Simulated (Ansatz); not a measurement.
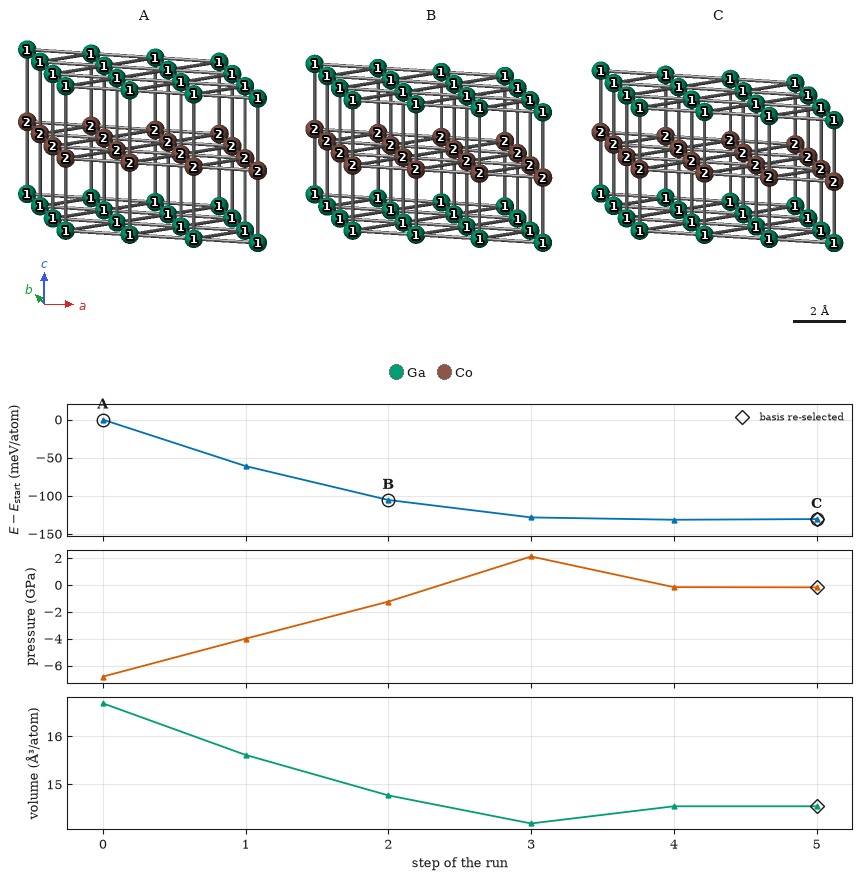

Frames of a relaxation of a crystal of GaCo (a generated structure, set up in P6/mmm) (coarse preliminary run), marked on the history of the run. The picture is a ball-and-stick view of the cell of the calculation, repeated 3 × 3 × 1 with one cell outlined, seen slightly off an axis.

All numbers below come from DFT PBE, scalar-relativistic, plane waves, PAW in Ansatz 0.2.0.

Input
```yaml
crystal:
  lattice:
    - [2.61000853, 0.0, 0.0]
    - [-1.30500426, 2.26033369, 0.0]
    - [0.0, 0.0, 5.65770282]
  atoms:
    - { symbol: Ga, position: [0.0, 0.0, 0.0] }
    - { symbol: Co, position: [0.0, 0.0, 0.5], spin: 3.0 }
basis:
  ecutwfc: 420
kpoints:
  mp_grid: { grid: [6, 6, 4] }
hamiltonian:
  xc: pbe
scf:
  occupations: { method: gaussian, width: 0.1 }
  lower_state_search: "off"
output:
  forces: true
  stress: true
  eigenvalues: true
  populations: true
magnetization:
  spin_polarized: true
relax:
  adjacent_minimum: "off"
  f_tol: 0.04
  max_steps: 70
  cell: { stress_tol: 0.4 }
```

Command:
```bash
ansatz run input.yaml --threads 1 --pin off --max-ram 2560MiB --backend cpu --events-out ev --progress --plain --runs-dir out
```

### Describe the path.

The atoms keep their places relative to the cell (all moves are under 0.005 Å). The volume changes by −12.8 %, with a = b 2.610 → 2.642 Å (+1.2 %), c 5.658 → 4.812 Å (−15.0 %). Some distances before and after: Ga1–Co2 2.829 → 2.406 Å, Co2–Co2 2.610 → 2.642 Å, Ga1–Ga1 2.610 → 2.642 Å. The space group stays P6/mmm (No. 191). Over 4 accepted moves (5 points after the start) the energy falls by 131 meV per atom. All forces vanish by symmetry, so only the cell relaxes. The pressure goes from −6.82 to −0.17 GPa. The SCF was repeated once at an unchanged geometry on a basis and grid sized afresh for the cell, which shifted the energy by 0.9 meV per atom at most. From step 0 to 2: volume −11.5 %, energy −105 meV per atom. From step 2 to 5: volume −1.5 %, energy −25.1 meV per atom.

Limits of the set-up: the k-point mesh is coarse for a cell with partly filled bands.
